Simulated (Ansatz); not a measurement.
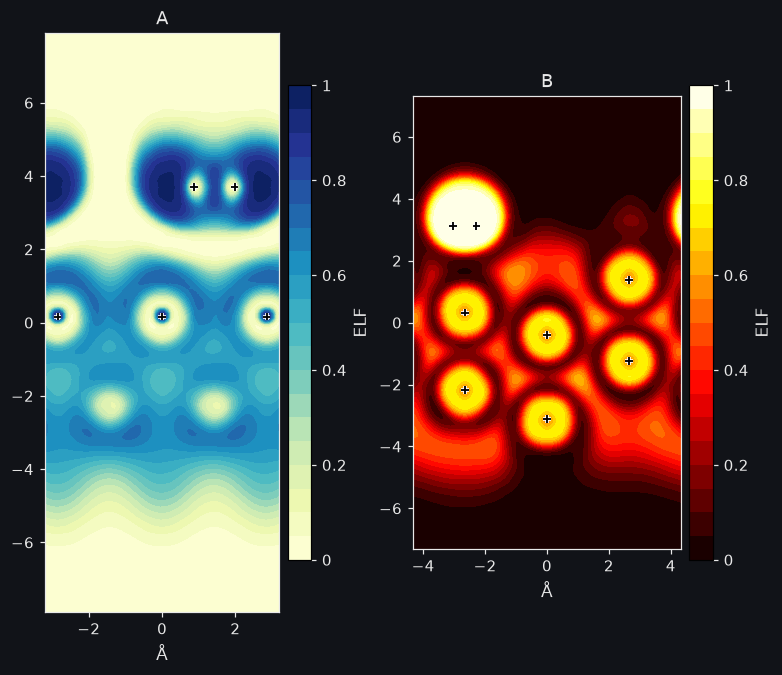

The electron localisation function of 2 systems, each on a plane through atoms (crosses mark nuclei in the plane).

The calculation used DFT PBE, scalar-relativistic, plane waves, PAW in Ansatz 0.2.0.

System 1: Al₉N (slab), the (010) plane of the calculation cell, a cut from vacuum to vacuum. A point of a scan over the structure, not its minimum; not relaxed (largest force 0.5 eV/Å); PAW files of the earlier set (soft_1).

```yaml
crystal:
  lattice:
    - [5.70709, 0.00000, 0.00000]
    - [-1.42677, 9.70148, 0.00000]
    - [0.00000, 0.00000, 22.79037]
  atoms:
    - { symbol: Al, position: [0.26622, 0.06489, 0.17551] }
    - { symbol: Al, position: [0.76622, 0.06489, 0.17551] }
    - { symbol: Al, position: [0.33548, 0.34192, 0.21920] }
    - { symbol: Al, position: [0.83548, 0.34192, 0.21920] }
    - { symbol: Al, position: [0.14933, 0.59733, 0.22794] }
    - { symbol: Al, position: [0.64933, 0.59733, 0.22794] }
    - { symbol: Al, position: [0.46318, 0.85274, 0.23668] }
    - { symbol: Al, position: [0.96318, 0.85274, 0.23668] }
    - { symbol: Al, position: [0.03198, 0.12771, 0.28083] }
    - { symbol: Al, position: [0.53198, 0.12771, 0.28083] }
    - { symbol: Al, position: [0.09979, 0.40422, 0.33011] }
    - { symbol: Al, position: [0.59979, 0.40422, 0.33011] }
    - { symbol: Al, position: [0.41440, 0.65967, 0.33698] }
    - { symbol: Al, position: [0.91440, 0.65967, 0.33698] }
    - { symbol: Al, position: [0.22631, 0.91108, 0.34493] }
    - { symbol: Al, position: [0.72631, 0.91108, 0.34493] }
    - { symbol: Al, position: [0.29624, 0.18141, 0.38571] }
    - { symbol: Al, position: [0.79624, 0.18141, 0.38571] }
    - { symbol: N, position: [0.37994, 0.91108, 0.49979] }
    - { symbol: N, position: [0.57268, 0.91108, 0.49979] }
```

System 2: Ti₃H (slab), the (110) plane of the calculation cell, a cut from vacuum to vacuum. A point of a scan over the structure, not its minimum; not relaxed (largest force 0.8 eV/Å); computed without spin polarisation; PAW files of the earlier set (soft_1).

```
CELL_PARAMETERS angstrom
4.60374 0.00000 0.00000
-2.30187 3.98696 0.00000
0.00000 0.00000 22.49682
ATOMIC_POSITIONS crystal
Ti 0.66667 0.33333 0.17780
Ti 0.33333 0.66667 0.21957
Ti 0.00000 0.00000 0.26135
Ti 0.66667 0.33333 0.29805
Ti 0.33333 0.66667 0.33046
Ti 0.00000 0.00000 0.37769
H 0.28630 0.71370 0.45459
H 0.38036 0.61964 0.45459
```

> Which map belongs to which system?

Panel A is system 1, Al₉N: the plane holds Al and N. N–N (1.10 Å): the ELF peaks at about 0.85 between the atoms. Panel B is system 2, Ti₃H: the plane holds Ti and H. H–H (0.75 Å): the ELF is about 1 at the midpoint.
